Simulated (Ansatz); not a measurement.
## Electronic structure of InAgSe2 in real space

```cif
data_structure
_symmetry_space_group_name_H-M 'P 1'
_symmetry_Int_Tables_number 1
_cell_length_a 6.1946
_cell_length_b 6.1946
_cell_length_c 12.0700
_cell_angle_alpha 90.000
_cell_angle_beta 90.000
_cell_angle_gamma 90.000
_cell_volume 463.17
loop_
_atom_site_label
_atom_site_type_symbol
_atom_site_fract_x
_atom_site_fract_y
_atom_site_fract_z
_atom_site_occupancy
In1 In 0.00000 0.00000 0.50000 1
In2 In 0.50000 0.50000 0.00000 1
In3 In 0.50000 0.00000 0.25000 1
In4 In 0.00000 0.50000 0.75000 1
Ag1 Ag 0.00000 0.00000 0.00000 1
Ag2 Ag 0.50000 0.50000 0.50000 1
Ag3 Ag 0.00000 0.50000 0.25000 1
Ag4 Ag 0.50000 0.00000 0.75000 1
Se1 Se 0.25376 0.25000 0.12500 1
Se2 Se 0.75376 0.75000 0.62500 1
Se3 Se 0.75000 0.24624 0.37500 1
Se4 Se 0.25000 0.74624 0.87500 1
Se5 Se 0.24624 0.25000 0.62500 1
Se6 Se 0.74624 0.75000 0.12500 1
Se7 Se 0.25000 0.75376 0.37500 1
Se8 Se 0.75000 0.25376 0.87500 1
```

Space group I-42d.

Level of theory: Ansatz, DFT PBE, scalar-relativistic, plane waves, PAW.

Core electrons are frozen (PAW), and the valence fields are smoothed inside the atomic spheres.

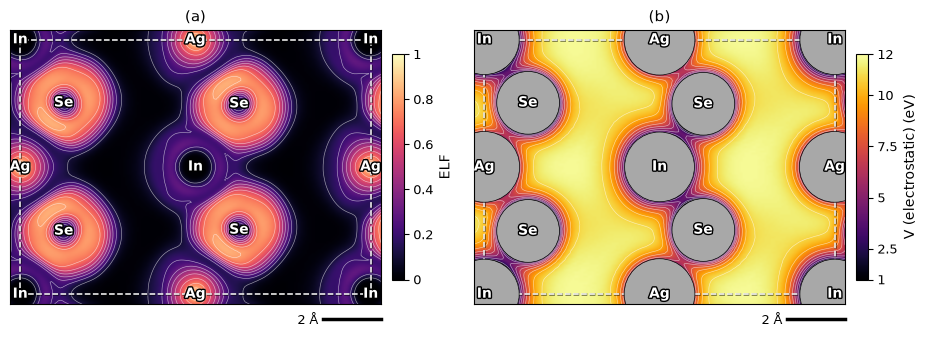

Figure 1. (a) electron localisation function; (b) electrostatic potential energy of an electron on the (11̄0) plane of the conventional cell. Grey discs cover the atomic cores in the potential map.

### What do the fields say about this system?

- The plane passes through In, Ag and Se nuclei.
- In–Se (2.65 Å): the ELF is about 0.50 at the midpoint.
- Ag–Se (2.67 Å): the ELF is about 0.30 at the midpoint and 0.15 at its lowest between the atoms.
- The features right at Ag lie inside the PAW spheres, where the map follows smoothed inner orbitals and isn't to be read closely.
- Outside the cores the potential energy rises away from the atoms and is highest about 2.6 Å from the nearest atoms; its zero is arbitrary.

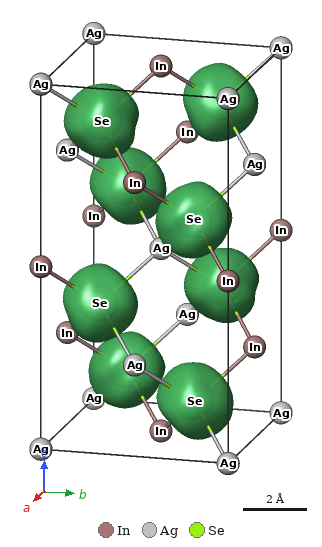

Figure 2. Isosurface of the ELF at 0.7 (green), seen slightly off an axis. Only the valence region is drawn (cores and ρ < 0.01 e/Å³ removed). Sticks mark near contacts.

### Identify the bonds, lone pairs and shells in this picture.

The ELF exceeds this value in eight regions wrapped around Se (the valence shell of each), counted in one cell of 16 atoms. Regions shared between cells count once.
